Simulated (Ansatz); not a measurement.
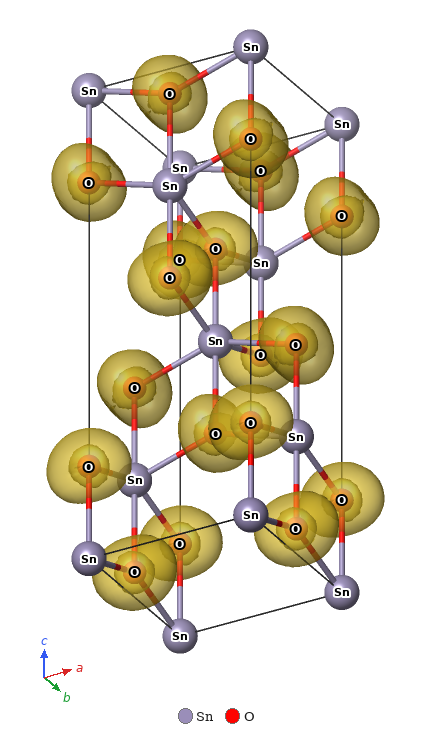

Figure 1: SnO₂. Isosurface of the electron localisation function at 0.75 (yellow), seen at an oblique angle. Only the valence region is drawn (cores and ρ < 0.01 e/Å³ removed). Sticks mark near contacts.

Space group I4₁/amd; a structure from a database of computed crystals, not necessarily the ambient phase; started from the database structure prototype, which need not be the ambient phase; changed on purpose from its base cell (epitaxial xy strain -5.0%); computed pressure about 16 GPa in this cell.

Level of theory: Ansatz 0.2.0, DFT, PBE, plane waves, PAW.

Where are the electrons localised?

The ELF exceeds this value in eight regions wrapped around O (the valence shell of each), counted in one cell of 12 atoms. Regions shared between cells count once.

Values along the shortest contacts:
Sn–O (1.99 Å): the ELF peaks at about 0.80 in the valence shell of O, 0.6 Å from its nucleus, and is about 0.25 at the midpoint; no shared electron pair shows on this line. Sn–O (2.15 Å): the ELF peaks at about 0.85 in the valence shell of O, 0.6 Å from its nucleus, and is about 0.20 at the midpoint: no localised pair shows between them.

Metal or insulator at this level of theory?

It is gapped, with a Kohn–Sham gap of 2.0 eV on the k-point mesh, an upper bound to the gap of this method.
